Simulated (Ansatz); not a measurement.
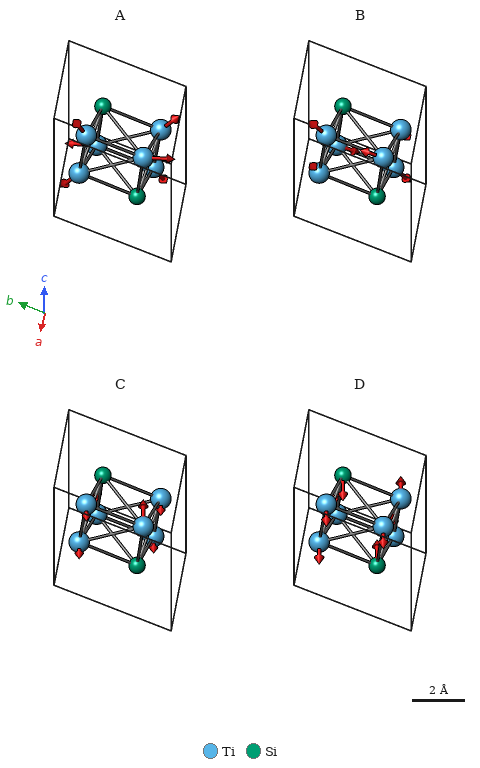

Four optical modes of crystalline Ti$_{3}$Si at the zone centre, in no order (one member of each degenerate set). The red arrows are the displacements of the atoms (eigenvector over the root of the mass), of arbitrary overall length and sign. Style: ball-and-stick. Shown: the cell of the calculation, from a free direction.

All numbers below come from Ansatz, DFT PBEsol, scalar-relativistic, plane waves, PAW. Settings: plane-wave cutoff 420 eV; k-point mesh 6 × 6 × 8; occupations fermi dirac; smearing width 0.15 eV; no spin polarisation.

The frequencies depend somewhat on the k-mesh and the smearing.

Rank the modes by frequency, softest first.

Answer. B (84 cm⁻¹), D (205 cm⁻¹), C (249 cm⁻¹), A (288 cm⁻¹). B, E₂g: The Si atoms hardly move; atoms of one kind move against one another, with no net shift of their sublattice. D, B₁g: All motion is along c; atoms of one kind move against one another, with no net shift of any sublattice; the kinetic energy is shared as Ti 75 %, Si 25 %. C, E₂u: The Si atoms stay at rest; all motion is along c; atoms of one kind move against one another, with no net shift of their sublattice; it stretches the Ti–Ti bonds (2.79 Å). A, A₁g: The Si atoms stay at rest; atoms of one kind move against one another, with no net shift of their sublattice; of the bonds it mainly stretches Ti–Ti, some lengthening while others shorten. The crystal is metallic in this run.
